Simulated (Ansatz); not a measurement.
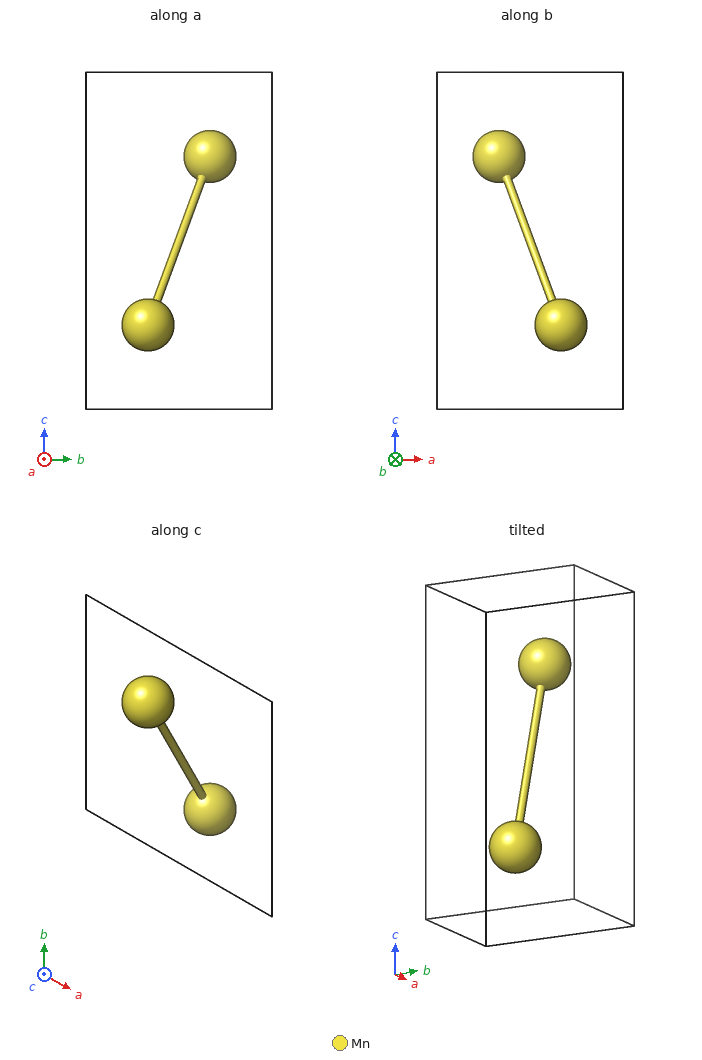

Crystal structure, ball-and-stick style, seen along the a axis, along the b axis, along the c axis and slightly off an axis. The edges of the conventional unit cell are marked.

Lattice parameters: a = 2.619 Å, b = 2.619 Å, c = 4.108 Å, α = 90.00°, β = 90.00°, γ = 120.00°.

### Transcribe the picture into a table of Wyckoff sites.

Space group P6_3/mmc (No. 194).
```tsv
atom	site	x	y	z
Mn	2d	0.3333	0.6667	0.7500
```

It goes back to a structure type filled with this element by a generator (whether the element takes this form wasn't checked). Earlier steps of the study may have refined or changed the cell and positions. It was set up as input for a calculation with Ansatz.
